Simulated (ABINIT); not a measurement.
# Geometry relaxation of W (part 1 of 2)

- system: W (Im-3m, 1 atom in the cell)
- method: Kohn-Sham DFT of a periodic cell, PBE, JTH PAW PBE v2.0, no spin polarisation (ABINIT 10.8.3)

The structure derives from an entry of the Crystallography Open Database.

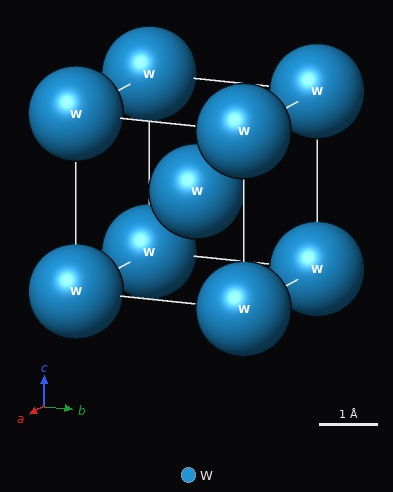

Figure 1. The structure as given in the input (spheres-only view of the cell 2 times as large as that of the calculation, set on its symmetry axes, seen slightly off an axis). An atom can appear more than once, as a periodic image.

## Results in brief

```tsv
quantity	value
outcome	converged
space group (tolerance 0.01 Å)	Im-3m (229)
electrons treated	14
free energy	−1878.4691 eV
Fermi energy	9.457 eV
gap on the k-point mesh	none (metallic)
pressure	0.01 GPa
final volume	16.17 Å³
largest force (length of the vector) at the end	under 0.001 eV/Å
final cell	a = 2.759 Å, b = 2.759 Å, c = 2.759 Å, α = 109.47°, β = 109.47°, γ = 109.47°
hardware	1 thread of Arm Neoverse V1, 24 GiB of memory available, shared host
wall time	34 s
peak memory	0.1 GiB
```

Spin–orbit coupling is left out, which matters for W.

## Input file
```
pp_dirpath "./"
pseudos "W.GGA_PBE-JTH.xml"

acell 5.1791760466 5.1791760466 5.1791760466
rprim
    -0.5773502692     0.5773502692     0.5773502692
     0.5773502692    -0.5773502692     0.5773502692
     0.5773502692     0.5773502692    -0.5773502692
ntypat 1
znucl 74
natom 1
typat 1
xcart
     0.0000000000     0.0000000000     0.0000000000 Angstrom
chkprim 0
chksymtnons 0
tolsym 1.0e-6

ecut 16.0
pawecutdg 32.0
pawxcdev 0
pawovlp -1

kptopt 1
ngkpt 12 12 12
nshiftk 1
shiftk 0.0 0.0 0.0

ixc 11

nband 11
occopt 3
tsmear 0.00183747

nstep 100
tolvrs 1.0e-9

iomode 3
prtwf 0
prtden 0
prteig 0
prtebands 0
enunit 1

ionmov 22
ntime 60
tolmxf 0.0002
optcell 2
dilatmx 1.08
ecutsm 0.5
```

Launch command:
```bash
abinit run.abi > log 2>&1
```

## Output
```
.Version 10.8.3 of ABINIT
 Symmetries : space group Im -3 m (#229); Bravais cI (body-center cubic)
================================================================================
 Values of the parameters that define the memory need of the present run
     intxc =       0    ionmov =      22      iscf =      17    lmnmax =      18
     lnmax =       6     mgfft =      24  mpssoang =       3    mqgrid =    3001
     natom =       1  nloc_mem =       2    nspden =       1   nspinor =       1
    nsppol =       1      nsym =      48    n1xccc =       1    ntypat =       1
    occopt =       3   xclevel =       2
       mpw =         422          nfft =       13824          nkpt =          72
 PAW method is used; the additional fine FFT grid is defined by:
   mgfftf=        30    nfftf =     27000
================================================================================
================================================================================

--------------------------------------------------------------------------------
------------- Echo of variables that govern the present computation ------------
--------------------------------------------------------------------------------
 -outvars: echo values of preprocessed input variables --------
            acell      5.1791760466E+00  5.1791760466E+00  5.1791760466E+00 Bohr
              amu      1.83850000E+02
          chkprim           0
      chksymtnons           0
          dilatmx      1.08000000E+00
             ecut      1.60000000E+01 Hartree
           ecutsm      5.00000000E-01 Hartree
           enunit           1
           ionmov          22
                       outvar_i_n : Printing only first  50 k-points.
              ixc          11
                       outvar_i_n : Printing only first  50 k-points.
         kptrlatt       12    0    0      0   12    0      0    0   12
          kptrlen      6.21501126E+01
            natom           1
            nband          11
            ngfft          24      24      24
          ngfftdg          30      30      30
             nkpt          72
            nstep         100
             nsym          48
            ntime          60
           ntypat           1
                       prtocc : prtvol=0, do not print more k-points.
           occopt           3
          optcell           2
        pawecutdg      3.20000000E+01 Hartree
          pawovlp     -1.0000000000E+00
         pawxcdev           0
           prtden           0
        prtebands           0
           prteig           0
            prtwf           0
            rprim     -5.7735026920E-01  5.7735026920E-01  5.7735026920E-01
                       5.7735026920E-01 -5.7735026920E-01  5.7735026920E-01
                       5.7735026920E-01  5.7735026920E-01 -5.7735026920E-01
          spgroup         229
           tolmxf      2.00000000E-04
           tolsym      1.00000000E-06
           tolvrs      1.00000000E-09
           tsmear      1.83747000E-03 Hartree
            typat      1
           useylm           1
                       outvars : Printing only first  50 k-points.
            znucl       74.00000

================================================================================

 chkinp: Checking input parameters for consistency.

================================================================================
== DATASET  1 ==================================================================

--- !DatasetInfo
iteration_state: {dtset: 1, }
dimensions: {natom: 1, nkpt: 72, mband: 11, nsppol: 1, nspinor: 1, nspden: 1, mpw: 422, }
cutoff_energies: {ecut:  16.0, pawecutdg:  32.0, }
electrons: {nelect:   1.40000000E+01, charge:   0.00000000E+00, occopt:   3.00000000E+00, tsmear:   1.83747000E-03, }
meta: {optdriver: 0, ionmov: 22, optcell: 2, iscf: 17, paral_kgb: 0, }
...

 Exchange-correlation functional for the present dataset will be:
  GGA: Perdew-Burke-Ernzerhof functional - ixc=11
  J.P.Perdew, K.Burke, M.Ernzerhof, PRL 77, 3865 (1996)

 Real(R)+Recip(G) space primitive vectors, cartesian coordinates (Bohr,Bohr^-1):
 R(1)= -2.9901987  2.9901987  2.9901987  G(1)=  0.0000000  0.1672130  0.1672130
 R(2)=  2.9901987 -2.9901987  2.9901987  G(2)=  0.1672130  0.0000000  0.1672130
 R(3)=  2.9901987  2.9901987 -2.9901987  G(3)=  0.1672130  0.1672130  0.0000000
 Unit cell volume ucvol=  1.0694491E+02 bohr^3
 Angles (23,13,12)=  1.09471221E+02  1.09471221E+02  1.09471221E+02 degrees

 Coarse grid specifications (used for wave-functions):

 getcut: wavevector=  0.0000  0.0000  0.0000  ngfft=  24  24  24
         ecut(hartree)=     18.662   => boxcut(ratio)=   2.38288

 getcut : COMMENT -
  Note that boxcut > 2.2 ; recall that boxcut=Gcut(box)/Gcut(sphere) = 2
  is sufficient for exact treatment of convolution.
  Such a large boxcut is a waste : you could raise ecut
  e.g. ecut=   26.491765 Hartrees makes boxcut=2

 Fine grid specifications (used for densities):

 getcut: wavevector=  0.0000  0.0000  0.0000  ngfft=  30  30  30
         ecut(hartree)=     37.325   => boxcut(ratio)=   2.10619

--- Pseudopotential description ------------------------------------------------
- pspini: atom type   1  psp file is ./W.GGA_PBE-JTH.xml
 Pseudopotential format is: paw10
 basis_size (lnmax)=  6 (lmn_size= 18), orbitals=   0   0   1   1   2   2
 Spheres core radius: rc_sph= 2.41188978
 Shapefunction is BESSEL type: shapef(r,l)=aa(1,l)*jl(q(1,l)*r)+aa(2,l)*jl(q(2,l)*r)
 Radius for shape functions =  2.10354610
 Compensation charge density is not taken into account in XC energy/potential

   6.59015510E+02                                ecore*ucvol(ha*bohr**3)
--------------------------------------------------------------------------------

================================================================================

=== [ionmov=22] Limited-memory Broyden-Fletcher-Goldfarb-Shanno method
================================================================================

--- Iteration: ( 1/60) Internal Cycle: (1/1)
--------------------------------------------------------------------------------

---SELF-CONSISTENT-FIELD CONVERGENCE--------------------------------------------

--- !BeginCycle
iteration_state: {dtset: 1, itime: 1, icycle: 1, }
solver: {iscf: 17, nstep: 100, nline: 4, wfoptalg: 10, }
tolerances: {tolvrs: 1.00E-09, }
...

     iter   Etot(hartree)      deltaE(h)  residm     nres2
 ETOT  1  -67.394820949118    -6.739E+01 1.381E+01 5.063E+00
 ETOT  2  -69.057302506423    -1.662E+00 9.324E-02 6.041E+00
 ETOT  3  -69.039700776376     1.760E-02 5.032E-02 1.893E+00
 ETOT  4  -69.031655038711     8.046E-03 3.241E-02 3.448E-02
 ETOT  5  -69.032589784215    -9.347E-04 4.153E-03 1.106E-01
 ETOT  6  -69.032213639818     3.761E-04 1.170E-03 6.165E-04
 ETOT  7  -69.032231323210    -1.768E-05 2.931E-04 1.660E-04
 ETOT  8  -69.032231792877    -4.697E-07 1.848E-04 1.549E-04
 ETOT  9  -69.032231403485     3.894E-07 3.707E-04 3.067E-05
 ETOT 10  -69.032231410122    -6.637E-09 4.906E-05 6.841E-06
 ETOT 11  -69.032231415878    -5.756E-09 5.911E-05 5.689E-06
 ETOT 12  -69.032231417253    -1.375E-09 1.052E-05 6.023E-06
 ETOT 13  -69.032231383636     3.362E-08 6.093E-06 5.332E-07
 ETOT 14  -69.032231385403    -1.767E-09 2.370E-06 1.089E-07
 ETOT 15  -69.032231385296     1.075E-10 3.075E-06 6.843E-08
 ETOT 16  -69.032231385195     1.004E-10 2.044E-06 4.422E-08
 ETOT 17  -69.032231385122     7.371E-11 2.459E-06 2.933E-08
 ETOT 18  -69.032231385031     9.059E-11 1.820E-06 1.275E-08
 ETOT 19  -69.032231384957     7.400E-11 1.859E-06 7.812E-11

 At SCF step   19       nres2   =  7.81E-11 < tolvrs=  1.00E-09 =>converged.

 Cartesian components of stress tensor (hartree/bohr^3)
  sigma(1 1)= -2.15500304E-04  sigma(3 2)=  0.00000000E+00
  sigma(2 2)= -2.15500304E-04  sigma(3 1)=  0.00000000E+00
  sigma(3 3)= -2.15500304E-04  sigma(2 1)=  0.00000000E+00

--- !ResultsGS
iteration_state: {dtset: 1, itime: 1, icycle: 1, }
comment   : Summary of ground state results
lattice_vectors:
- [ -2.9901987,   2.9901987,   2.9901987, ]
- [  2.9901987,  -2.9901987,   2.9901987, ]
- [  2.9901987,   2.9901987,  -2.9901987, ]
lattice_lengths: [   5.17918,    5.17918,    5.17918, ]
lattice_angles: [109.471, 109.471, 109.471, ] # degrees, (23, 13, 12)
lattice_volume:   1.0694491E+02
convergence: {deltae:  7.400E-11, res2:  7.812E-11, residm:  1.859E-06, diffor: null, }
etotal    :  -6.90322314E+01
entropy   :   0.00000000E+00
fermie    :   3.57412009E-01
cartesian_stress_tensor: # hartree/bohr^3
- [ -2.15500304E-04,   0.00000000E+00,   0.00000000E+00, ]
- [  0.00000000E+00,  -2.15500304E-04,   0.00000000E+00, ]
- [  0.00000000E+00,   0.00000000E+00,  -2.15500304E-04, ]
pressure_GPa:   6.3402E+00
xred      :
- [  0.0000E+00,   0.0000E+00,   0.0000E+00,  W]
cartesian_forces: # hartree/bohr
- [ -0.00000000E+00,  -0.00000000E+00,  -0.00000000E+00, ]
force_length_stats: {min:   0.00000000E+00, max:   0.00000000E+00, mean:   0.00000000E+00, }
...

 Integrated electronic density in atomic spheres:
 ------------------------------------------------
 Atom  Sphere_radius  Integrated_density
    1        2.41189         11.75061623

---OUTPUT-----------------------------------------------------------------------
```
